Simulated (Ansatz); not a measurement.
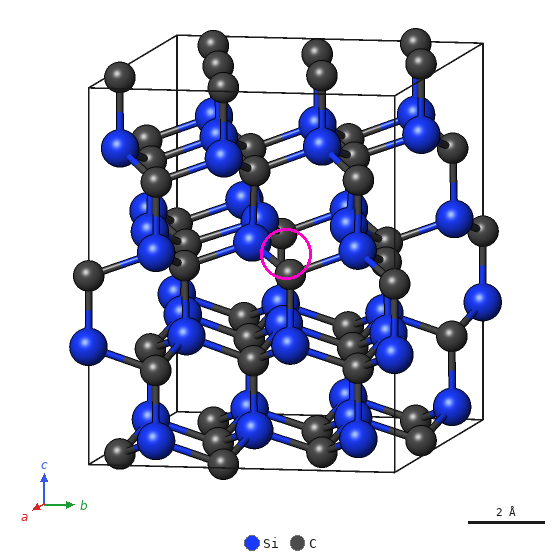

Structure drawing (ball-and-stick), viewed slightly off an axis. The edges of the supercell are marked. The host is SiC, in a cell of 64 sites, and the cell carries a charge of -1. A ring marks the defect's site.

Where does the cell differ from the host, and how?

Answer. A carbon vacancy. Around the empty site lie four Si at about 1.6 to 1.9 Å.

Level of theory and settings: DFT PBE, scalar-relativistic, plane waves, PAW in Ansatz 0.2.0, 420 eV cutoff, 2×2×2 k-mesh, Gaussian smearing of 0.01 eV, collinear spins.

Does the calculation give a net moment?

Answer. Yes, 1.0 μB in the cell.

The atoms were relaxed in the host's cell with Ansatz, DFT PBE, scalar-relativistic, plane waves, PAW.
